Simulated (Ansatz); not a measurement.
## Run report: SnSe₂, geometry relaxation (part 1 of 2)

SnSe₂ (slab, 12 atoms in the cell), computed with DFT PBE+D3(BJ), scalar-relativistic, plane waves, PAW, no spin polarisation (Ansatz 0.2.0).

The structure derives from an entry of the Crystallography Open Database.

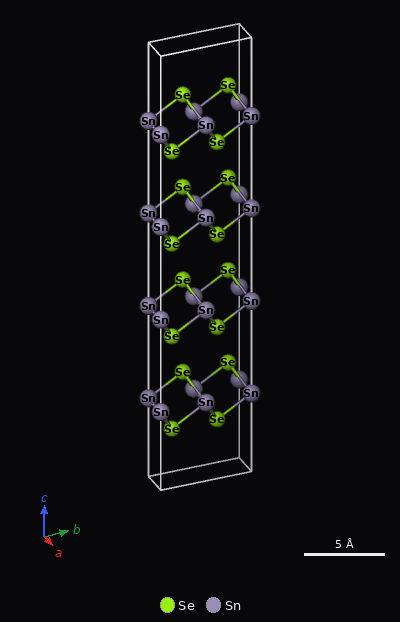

The starting structure (ball-and-stick view of the 1 × 2 repeat of the cell, with the vacuum cut short, seen slightly off an axis). Near neighbours in the crystal (not all of them lie inside the picture): Se has 3 Sn at 2.73 Å; Sn has 6 Se at 2.73 Å.

Input file:
```yaml
crystal:
  lattice:
    - [3.8366614607, 0.0, 0.0]
    - [-1.9183307303, 3.3226462907, 0.0]
    - [0.0, 0.0, 68.4658304713]
  atoms:
    - { symbol: Se, position: [0.6666666667, 0.3333333333, 0.3450534651] }
    - { symbol: Sn, position: [0.0, 0.0, 0.3683594061] }
    - { symbol: Se, position: [0.3333333333, 0.6666666667, 0.3916769571] }
    - { symbol: Se, position: [0.6666666667, 0.3333333333, 0.4327454237] }
    - { symbol: Sn, position: [0.0, 0.0, 0.4560421411] }
    - { symbol: Se, position: [0.3333333333, 0.6666666667, 0.4793362869] }
    - { symbol: Se, position: [0.6666666667, 0.3333333333, 0.5206637131] }
    - { symbol: Sn, position: [0.0, 0.0, 0.5439578589] }
    - { symbol: Se, position: [0.3333333333, 0.6666666667, 0.5672545763] }
    - { symbol: Se, position: [0.6666666667, 0.3333333333, 0.6083230429] }
    - { symbol: Sn, position: [0.0, 0.0, 0.6316405939] }
    - { symbol: Se, position: [0.3333333333, 0.6666666667, 0.6549465349] }
  periodic: [true, true, false]
basis:
  ecutwfc: 420
kpoints:
  mp_grid: { grid: [12, 12, 1] }
hamiltonian:
  xc: pbe
  dispersion: d3bj
scf:
  occupations: { method: gaussian, width: 0.02 }
output:
  forces: true
  stress: true
  eigenvalues: true
  write_density: true
  write_potential: true
  elf: true
  volumetric_format: npy
relax:
  adjacent_minimum: "off"
  f_tol: 0.005
  max_steps: 80
  cell: { stress_2d_tol: 0.02 }
```

Launch command:
```bash
ansatz run input.yaml --threads 8 --pin off --max-ram 22528MiB --backend cpu --events-out ev --progress --plain --runs-dir out
```

Log:
```
Engine: ansatz 0.2.0, aarch64-unknown-linux-gnu
Pseudopotentials: kind: paw
Pseudopotential: Se, paw, valence charge 16, recommended cutoff 420 eV (normal), Se.paw.azcp
Pseudopotential: Sn, paw, valence charge 14, recommended cutoff 420 eV (normal), Sn.paw.azcp
Functional definition: PBE
  parameter kappa = 0.804
  parameter beta = 0.06672455060314922
  exchange = pbe_x(kappa = kappa, mu = beta*pi^2/3)
  correlation = pbe_c(beta = beta)
Crystal: 12 atoms, lattice volume = 872.793 Å³
Basis set: ecut = 420 eV, 17005 PW (Γ), exchange–correlation on 54×54×960 points (8 copies of the dense FFT grid, shifted against one another)
Bands: 111, of which v1, the nominal top of the filled ones, is band 92 counted from 1 (91 counted from 0)
Symmetry: 12 space group operations
Space group: P-3m1 (ITA 164), of the structure as read, at distance tolerance 9.6e-5 Å
k-points: 19 of 144
Non-local potential: Se, projectors of the file, l = 0: 2, l = 1: 2, l = 2: 3, l = 3: 1
Non-local potential: Sn, projectors of the file, l = 0: 2, l = 1: 2, l = 2: 2, l = 3: 2
PAW form: soft (Blöchl's): semilocal exchange-correlation on the pseudo side does not see the compensation charge
PAW one-centre angular grid: Se, 590 points (default); XC on 64 Gauss nodes
PAW one-centre angular grid: Sn, 590 points (default); XC on 64 Gauss nodes
Initial density: superposition of atomic densities (neutral atoms: chi_scale 0, normalization atom), corrected by the library's trained network
Initial wavefunctions: pseudopotential atomic-orbital guess
Functional: x = pbe(κ = 0.804, μ = 0.2195149727645171), c = pbe(β = 0.06672455060314922)
SCF iter   1: F=—  HF=-67857.412705 eV  |F-HF|=—  |Δ(HF+E_count)|=         —  Δρ=1.01e-3  dr2=4.38e-2  ethr=1.77e-3  ⟨swp⟩=11.5  Hψ=10490  notcnv=0  defer=67
preconditioner: auto → Resta (q_TF=auto, 2.105 Å⁻¹)  ε∞=1.7  [insulator: Δε(μ)=0.561 eV  Ē_g=15.828 eV  σ=0.020 eV  W_gap=1.00  n_scr=170 (ndim 8)  ℏωp=12.8 eV  f_vac=0.644  D(μ)=0.00/eV (n_scr^D=0)  ε∞_Penn≈1.7  vacuum switching on, ρ_ref=1.8e-2 e/Å³]
SCF iter   2: F=—  HF=-67857.408407 eV  |F-HF|=—  |Δ(HF+E_count)|=   4.30e-3  Δρ=1.30e-3  dr2=2.10e-1  ethr=2.38e-5  ⟨swp⟩=4.5  Hψ=5280  notcnv=0  defer=281
SCF iter   3: F=—  HF=-67857.391531 eV  |F-HF|=—  |Δ(HF+E_count)|=   1.69e-2  Δρ=4.21e-4  dr2=1.64e-2  ethr=2.38e-5  ⟨swp⟩=2.6  Hψ=2280  notcnv=0  defer=281
SCF iter   4: F=—  HF=-67857.391353 eV  |F-HF|=—  |Δ(HF+E_count)|=   1.79e-4  Δρ=3.21e-4  dr2=7.05e-3  ethr=8.91e-6  ⟨swp⟩=2.8  Hψ=2513  notcnv=0  defer=281
SCF iter   5: F=—  HF=-67857.390939 eV  |F-HF|=—  |Δ(HF+E_count)|=   4.13e-4  Δρ=1.55e-4  dr2=1.23e-4  ethr=3.83e-6  ⟨swp⟩=2.5  Hψ=2444  notcnv=0  defer=281
SCF iter   6: F=—  HF=-67857.391097 eV  |F-HF|=—  |Δ(HF+E_count)|=   1.58e-4  Δρ=6.22e-5  dr2=2.18e-5  ethr=6.67e-8  ⟨swp⟩=3.4  Hψ=3852  notcnv=0  defer=281
SCF iter   7: F=—  HF=-67857.391169 eV  |F-HF|=—  |Δ(HF+E_count)|=   7.18e-5  Δρ=1.70e-5  dr2=4.30e-6  ethr=1.18e-8  ⟨swp⟩=2.7  Hψ=3294  notcnv=0  defer=281
SCF iter   8: F=—  HF=-67857.391171 eV  |F-HF|=—  |Δ(HF+E_count)|=   1.79e-6  Δρ=5.93e-6  dr2=3.66e-7  ethr=2.34e-9  ⟨swp⟩=3.1  Hψ=2897  notcnv=0  defer=281
iter 9 did not close the SCF: its close was put off until two iterations running show no level that it waits for move by more than its bar (scf_convergence_deferred on its scf_iter line)
SCF iter   9: F=-67857.391171 eV  HF=-67857.391171 eV  |F-HF|=2.10e-7  |Δ(HF+E_count)|=   1.70e-7  Δρ=2.64e-6  dr2=5.47e-8  ethr=5.43e-11  ⟨swp⟩=27.6  Hψ=22388  notcnv=0
iter 10 did not close the SCF: its close was put off until two iterations running show no level that it waits for move by more than its bar (scf_convergence_deferred on its scf_iter line)
SCF iter  10: F=-67857.391171 eV  HF=-67857.391171 eV  |F-HF|=1.15e-8  |Δ(HF+E_count)|=   2.19e-7  Δρ=5.79e-7  dr2=5.29e-9  ethr=2.97e-11  ⟨swp⟩=12.1  Hψ=15119  notcnv=0
SCF iter  11: F=-67857.391171 eV  HF=-67857.391171 eV  |F-HF|=1.35e-9  |Δ(HF+E_count)|=   1.04e-8  Δρ=2.09e-7  dr2=1.05e-9  ethr=2.88e-12  ⟨swp⟩=9.3  Hψ=13409  notcnv=0
SCF 1 converged in 11 iterations: F = -67857.391171 eV  dr2 = 1.05e-9
  greatest PAW one-centre occupation: 1.000 electrons in one spin orbital (limit 2), on the Se atom at site 8 (counted from 0), in its partial waves of l = 2
relax step   1: F+E_penalty+E_count = -67857.39117096 eV  Δ(F+E_penalty+E_count) = +0.000e0 eV  max|allowed force component| = 1.679e-3 eV/Å  Δτ_max = 0.0000 Å  P = -0.031 N/m  Ω = 872.793 Å³  fix = [c, alpha, beta]  reactions: c +0.000 N/m  (11 SCF iters, dr2 threshold 1.00e-7 eV, accepted)
Crystal: 12 atoms, lattice volume = 872.481 Å³
Basis set: ecut = 420 eV, 16981 PW (Γ), exchange–correlation on 54×54×960 points (8 copies of the dense FFT grid, shifted against one another)
Initial density: handed on by an earlier stage of this run
Initial wavefunctions: those handed on with the density
iter 1 solved again at ethr=5.46e-8 eV; its pass at ethr=3.10e-3 eV (dr2=1.00e-4 eV) is discarded
SCF iter   1: F=—  HF=-67857.391172 eV  |F-HF|=—  |Δ(HF+E_count)|=         —  Δρ=1.34e-4  dr2=1.00e-4  ethr=5.46e-8  ⟨swp⟩=4.6  Hψ=9482  notcnv=0
preconditioner: auto → Resta (q_TF=auto, 2.105 Å⁻¹)  ε∞=1.7  [insulator: Δε(μ)=0.567 eV  Ē_g=15.857 eV  σ=0.020 eV  W_gap=1.00  n_scr=170 (ndim 8)  ℏωp=12.8 eV  f_vac=0.643  D(μ)=0.00/eV (n_scr^D=0)  ε∞_Penn≈1.7  vacuum switching on, ρ_ref=1.8e-2 e/Å³]
SCF iter   2: F=—  HF=-67857.391174 eV  |F-HF|=—  |Δ(HF+E_count)|=   1.28e-6  Δρ=6.20e-5  dr2=1.81e-4  ethr=5.45e-8  ⟨swp⟩=2.2  Hψ=2875  notcnv=0
SCF iter   3: F=—  HF=-67857.391186 eV  |F-HF|=—  |Δ(HF+E_count)|=   1.24e-5  Δρ=7.08e-5  dr2=3.26e-4  ethr=5.45e-8  ⟨swp⟩=3.2  Hψ=2667  notcnv=0
SCF iter   4: F=—  HF=-67857.391159 eV  |F-HF|=—  |Δ(HF+E_count)|=   2.72e-5  Δρ=1.14e-5  dr2=8.44e-6  ethr=5.45e-8  ⟨swp⟩=2.4  Hψ=2652  notcnv=0
SCF iter   5: F=—  HF=-67857.391196 eV  |F-HF|=—  |Δ(HF+E_count)|=   3.73e-5  Δρ=7.11e-6  dr2=5.89e-7  ethr=4.59e-9  ⟨swp⟩=2.9  Hψ=3130  notcnv=0
SCF iter   6: F=—  HF=-67857.391196 eV  |F-HF|=—  |Δ(HF+E_count)|=   2.14e-8  Δρ=3.58e-6  dr2=5.94e-8  ethr=3.20e-10  ⟨swp⟩=2.6  Hψ=3197  notcnv=0
SCF iter   7: F=—  HF=-67857.391196 eV  |F-HF|=—  |Δ(HF+E_count)|=   2.22e-8  Δρ=1.05e-6  dr2=6.29e-9  ethr=3.23e-11  ⟨swp⟩=2.9  Hψ=3347  notcnv=0
SCF iter   8: F=—  HF=-67857.391196 eV  |F-HF|=—  |Δ(HF+E_count)|=   2.84e-9  Δρ=2.83e-7  dr2=9.41e-10  ethr=3.42e-12  ⟨swp⟩=3.0  Hψ=3943  notcnv=0
iter 9 did not close the SCF: its close was put off until two iterations running show no level that it waits for move by more than its bar (scf_convergence_deferred on its scf_iter line)
SCF iter   9: F=-67857.391196 eV  HF=-67857.391196 eV  |F-HF|=2.55e-9  |Δ(HF+E_count)|=  9.17e-10  Δρ=7.68e-8  dr2=6.22e-11  ethr=1.00e-12  ⟨swp⟩=14.2  Hψ=14468  notcnv=0
SCF iter  10: F=-67857.391196 eV  HF=-67857.391196 eV  |F-HF|=2.34e-9  |Δ(HF+E_count)|=  8.29e-10  Δρ=2.51e-8  dr2=1.05e-11  ethr=1.00e-12  ⟨swp⟩=7.2  Hψ=11289  notcnv=0
SCF 2 converged in 10 iterations: F = -67857.391196 eV  dr2 = 1.05e-11
relax step   2: F+E_penalty+E_count = -67857.39119603 eV  Δ(F+E_penalty+E_count) = -2.507e-5 eV  max|allowed force component| = 3.096e-3 eV/Å  Δτ_max = 0.0043 Å  P = +0.029 N/m  Ω = 872.481 Å³  energy of the carried Pulay correction = +2.382e-5 eV  fix = [c, alpha, beta]  reactions: c +0.000 N/m  (10 SCF iters, dr2 threshold 2.46e-10 eV, accepted)
Crystal: 12 atoms, lattice volume = 872.654 Å³
iter 1 solved again at ethr=3.09e-9 eV; its pass at ethr=3.10e-3 eV (dr2=5.68e-6 eV) is discarded
SCF iter   1: F=—  HF=-67857.391228 eV  |F-HF|=—  |Δ(HF+E_count)|=         —  Δρ=2.95e-5  dr2=5.52e-6  ethr=3.09e-9  ⟨swp⟩=3.7  Hψ=8574  notcnv=0
preconditioner: auto → Resta (q_TF=auto, 2.105 Å⁻¹)  ε∞=1.7  [insulator: Δε(μ)=0.568 eV  Ē_g=15.857 eV  σ=0.020 eV  W_gap=1.00  n_scr=170 (ndim 8)  ℏωp=12.8 eV  f_vac=0.644  D(μ)=0.00/eV (n_scr^D=0)  ε∞_Penn≈1.7  vacuum switching on, ρ_ref=1.8e-2 e/Å³]
SCF iter   2: F=—  HF=-67857.391190 eV  |F-HF|=—  |Δ(HF+E_count)|=   3.82e-5  Δρ=1.60e-5  dr2=8.42e-6  ethr=3.00e-9  ⟨swp⟩=2.3  Hψ=2476  notcnv=0
SCF iter   3: F=—  HF=-67857.391192 eV  |F-HF|=—  |Δ(HF+E_count)|=   1.37e-6  Δρ=1.48e-5  dr2=2.61e-5  ethr=3.00e-9  ⟨swp⟩=2.8  Hψ=2718  notcnv=0  recentre
SCF iter   4: F=—  HF=-67857.391190 eV  |F-HF|=—  |Δ(HF+E_count)|=   2.02e-6  Δρ=2.36e-6  dr2=2.46e-7  ethr=3.00e-9  ⟨swp⟩=2.4  Hψ=2788  notcnv=0
SCF iter   5: F=—  HF=-67857.391190 eV  |F-HF|=—  |Δ(HF+E_count)|=   3.27e-8  Δρ=1.91e-6  dr2=4.38e-8  ethr=1.34e-10  ⟨swp⟩=3.0  Hψ=3573  notcnv=0
SCF iter   6: F=—  HF=-67857.391190 eV  |F-HF|=—  |Δ(HF+E_count)|=   3.54e-9  Δρ=8.00e-7  dr2=5.34e-9  ethr=2.38e-11  ⟨swp⟩=2.2  Hψ=2879  notcnv=0
SCF iter   7: F=—  HF=-67857.391190 eV  |F-HF|=—  |Δ(HF+E_count)|=   2.72e-9  Δρ=3.00e-7  dr2=5.56e-10  ethr=2.90e-12  ⟨swp⟩=2.8  Hψ=3224  notcnv=0
iter 8 did not close the SCF: its close was put off until two iterations running show no level that it waits for move by more than its bar (scf_convergence_deferred on its scf_iter line)
SCF iter   8: F=-67857.391190 eV  HF=-67857.391190 eV  |F-HF|=1.18e-9  |Δ(HF+E_count)|=  2.76e-10  Δρ=9.13e-8  dr2=1.15e-10  ethr=1.00e-12  ⟨swp⟩=14.1  Hψ=14462  notcnv=0
SCF iter   9: F=-67857.391190 eV  HF=-67857.391190 eV  |F-HF|=2.33e-9  |Δ(HF+E_count)|=  8.15e-10  Δρ=2.98e-8  dr2=6.10e-12  ethr=1.00e-12  ⟨swp⟩=7.1  Hψ=11262  notcnv=0
SCF 3 converged in 9 iterations: F = -67857.391190 eV  dr2 = 6.10e-12
relax step   3: F+E_penalty+E_count = -67857.39118952 eV  Δ(F+E_penalty+E_count) = +6.506e-6 eV  max|allowed force component| = 1.109e-3 eV/Å  Δτ_max = 0.0014 Å  P = +0.015 N/m  Ω = 872.654 Å³  energy of the carried Pulay correction = +1.058e-5 eV  fix = [c, alpha, beta]  reactions: c +0.000 N/m  (9 SCF iters, dr2 threshold 2.18e-10 eV, accepted)
Initial wavefunctions: pseudopotential atomic-orbital guess (no wavefunctions were taken with the density)
iter 1 solved again at ethr=4.73e-7 eV; its pass at ethr=3.10e-3 eV (dr2=8.70e-4 eV) is discarded
SCF iter   1: F=—  HF=-67857.391142 eV  |F-HF|=—  |Δ(HF+E_count)|=         —  Δρ=1.34e-6  dr2=1.50e-8  ethr=4.73e-7  ⟨swp⟩=7.8  Hψ=18566  notcnv=0  defer=4
eigensolver tolerance schedule: the retry pair's looser diagonalisation over-reported the residual by 57870.73 of it (diagonalisation noise at an unbounded share of the residual, at the tolerance the schedule requests for it); recorded, not acted on — ethr = c·dr2/N_el stays at c = 1.0e-1
preconditioner: auto → Resta (q_TF=auto, 2.105 Å⁻¹)  ε∞=1.7  [insulator: Δε(μ)=0.568 eV  Ē_g=15.857 eV  σ=0.020 eV  W_gap=1.00  n_scr=170 (ndim 8)  ℏωp=12.8 eV  f_vac=0.643  D(μ)=0.00/eV (n_scr^D=0)  ε∞_Penn≈1.7  vacuum switching on, ρ_ref=1.8e-2 e/Å³]
SCF iter   2: F=—  HF=-67857.391178 eV  |F-HF|=—  |Δ(HF+E_count)|=   3.57e-5  Δρ=9.13e-7  dr2=3.60e-8  ethr=8.17e-12  ⟨swp⟩=6.8  Hψ=8596  notcnv=0  defer=2
SCF iter   3: F=—  HF=-67857.391178 eV  |F-HF|=—  |Δ(HF+E_count)|=   4.67e-9  Δρ=6.42e-7  dr2=1.82e-8  ethr=8.17e-12  ⟨swp⟩=2.2  Hψ=2405  notcnv=0  defer=2
SCF iter   4: F=—  HF=-67857.391178 eV  |F-HF|=—  |Δ(HF+E_count)|=  1.02e-10  Δρ=4.54e-7  dr2=1.81e-9  ethr=8.17e-12  ⟨swp⟩=2.1  Hψ=2228  notcnv=0  defer=2
SCF iter   5: F=—  HF=-67857.391178 eV  |F-HF|=—  |Δ(HF+E_count)|=  5.68e-10  Δρ=2.95e-7  dr2=7.07e-10  ethr=1.00e-12  ⟨swp⟩=3.1  Hψ=4224  notcnv=0  defer=2
SCF iter   6: F=—  HF=-67857.391178 eV  |F-HF|=—  |Δ(HF+E_count)|=   2.08e-9  Δρ=2.49e-7  dr2=5.05e-10  ethr=1.00e-12  ⟨swp⟩=1.5  Hψ=2068  notcnv=0  defer=2
SCF iter   7: F=—  HF=-67857.391178 eV  |F-HF|=—  |Δ(HF+E_count)|=   1.56e-9  Δρ=1.80e-7  dr2=2.68e-10  ethr=1.00e-12  ⟨swp⟩=1.9  Hψ=2357  notcnv=0  defer=2
SCF iter   8: F=—  HF=-67857.391178 eV  |F-HF|=—  |Δ(HF+E_count)|=  3.35e-10  Δρ=8.04e-8  dr2=5.11e-11  ethr=1.00e-12  ⟨swp⟩=1.9  Hψ=2533  notcnv=0  defer=2
SCF iter   9: F=—  HF=-67857.391178 eV  |F-HF|=—  |Δ(HF+E_count)|=  7.86e-10  Δρ=5.59e-8  dr2=2.68e-11  ethr=1.00e-12  ⟨swp⟩=1.8  Hψ=2116  notcnv=0  defer=2
SCF iter  10: F=-67857.391178 eV  HF=-67857.391178 eV  |F-HF|=2.56e-9  |Δ(HF+E_count)|=   1.37e-9  Δρ=2.40e-9  dr2=7.16e-14  ethr=1.00e-12  ⟨swp⟩=14.4  Hψ=14224  notcnv=0
SCF 4 converged in 10 iterations: F = -67857.391178 eV  dr2 = 7.16e-14
relax step   4: F+E_penalty+E_count = -67857.39117803 eV  Δ(F+E_penalty+E_count) = +1.149e-5 eV  max|allowed force component| = 1.111e-3 eV/Å  Δτ_max = 0.0000 Å  P = +0.015 N/m  Ω = 872.654 Å³  fix = [c, alpha, beta]  reactions: c +0.000 N/m  stress off target by 1.46e-2 N/m on what of the cell is left free  SCF on the basis re-selected at this cell (its energy is not comparable with the rows above)  (10 SCF iters)
```

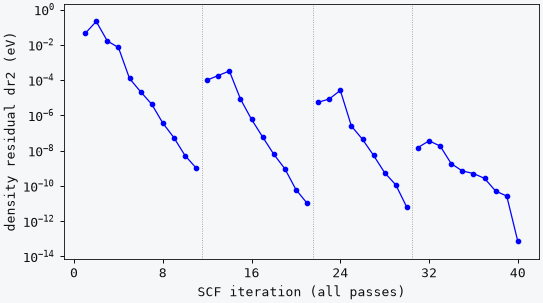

Convergence of the self-consistent field: density residual dr2 against the SCF iteration. The dotted lines part the SCF passes of the relaxation: geometry steps, rejected trials and re-solves on a re-selected basis. The passes take 11, 10, 9 and 10 iterations.

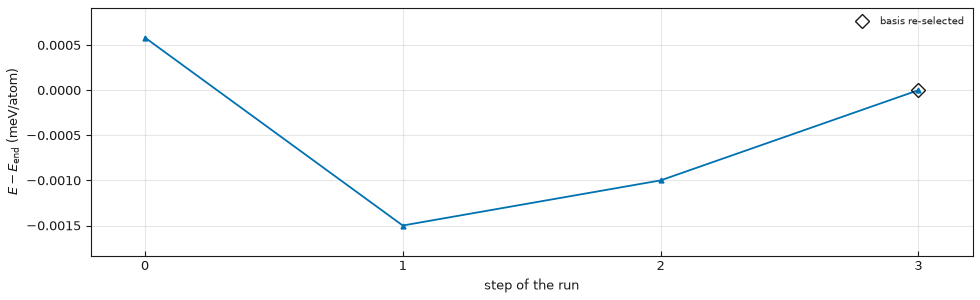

Progress of the relaxation, step by step (the first geometry is step 0 here and step 1 in the log). The largest moves, 0.004 Å, are those of Se1, Sn2, Se3, Se10, Sn11 and Se12. By element the largest moves are Se 0.004 Å, Sn 0.004 Å. The cell stays as it was. Over 2 geometry steps the energy falls by next to nothing (0.0 meV per atom). Largest force component: 0.0017 eV/Å at the start, 0.0011 eV/Å at the end. A last SCF at the same geometry on a re-selected plane-wave basis shifts the energy by +0.0 meV per atom. (Atoms are counted from 1 in the order of the input.)

```
basis re-selected at this cell: Δ(F+E_penalty+E_count) = +1.149e-5 eV, ΔP = +0.000 N/m vs the last step (what re-selecting the basis moved, of the pressure what is left beyond the Pulay correction that the steps carried, after the strain that the cell walked since its last selection, with what the two solves' SCF thresholds leave and, on support functions, any second-order correction that the steps lacked; it is no measure of the basis error at this ecutwfc). This SCF's stress stands 1.46e-2 N/m from its target on what of the cell is left free (relax.cell.stress_2d_tol is 2.00e-2 N/m) and its largest allowed force component is 1.11e-3 eV/Å (relax.f_tol is 5.00e-3 eV/Å): within both
WARN: The output density's exchange-correlation potential varies sharply where the density is thin. Do not read a vacuum level from v_tot or v_xc, or from such a field of the output density. On a cell that repeats whose density bears no net charge and no dipole along the vacuum's axis use v_es (v_loc + v_h of the components); under efield.dipole_correction with no amplitude use v_es + v_field, which holds any external_charges[].barrier, or the levels of the report's work_function block, which leave it out; under a non-zero efield.amplitude the vacuum is tilted and has no level; on a cell that repeats and bears such a dipole with no correction it is tilted too, and efield.dipole_correction with no amplitude gives each side of its ramp a level where efield: is served; in a cell that repeats whose density bears a net charge (total_charge, or a fill off its count) it is curved and has none; of a slab under crystal.periodic whose density bears no net charge use v_es, which has a level on each side, short of where the two are joined; of another it falls or rises all the way out and has none; of a slab beside external_charges read slab_vacuum_level instead, which it has where they leave it neutral. The grid or the basis barely resolves most such structure, and the values can differ between equally converged runs; as a rule a tighter scf.convergence.dr2_threshold does not remove it. Where the density itself ripples (under the LDA too) a higher basis.ecutwfc lessens it. The files hold the spikes' plane waves up to the density's cutoff. Files: v_tot_of_output_density and the like, and their columns of v_z.tsv (output.write_potential); v_xc_of_output_density and the like, and their columns of v_comp_z.tsv (output.write_potential_components). Measured: with its Gaussian average of σ = 0.25 Å subtracted twice, the exchange-correlation potential is over 0.1 eV at 2 of the grid points where the equally averaged density (valence and model cores) is under 1e-3 e/Å³, and 0.129 eV at the most among them, at an averaged density of 1.1e-9 e/Å³. See output.write_potential in the manual, Limitations
SCF converged after 10 iterations
Free energy (F): -67857.391178 eV
Harris-Foulkes:  -67857.391178 eV  (|F-HF|=2.56e-9)
Internal energy: -67857.391178 eV  (E = F + TS)
E sigma→0 (E₀):  -67857.391178 eV
Fermi energy:    -5.564271 eV
--- Per-component energies (eV) ---
  E_band       = -6005.678398
  E_kinetic    = 1697.009026
  E_local      = -2234347.044908  (includes V_loc(G=0)·N_el)
  E_nonlocal   = -4889.441930
  E_hartree    = 1116198.458152
  E_xc         = -2358.333522
  E_vxc        = -1163.911361  (∫ρ·V_xc dr)
  E_paw        = -31854.627289  (= ΣΔE_a)
  E_vpaw       = 300.799392  (= ΣTr[D̂ρ^β])
  E_aug_tail   = -0.004828  (compensation charges beyond the density's cutoff)
  E_ewald      = 1087700.613773
  E_disp       = -4.019652  (pairwise vdW)
  E_smearing   = -0.000000  (= −TS)
  E_closure    = 0.000000  (closes the sum)
  Σ components = -67857.391178   (vs F -67857.391178, Δ=0.00e0)
```
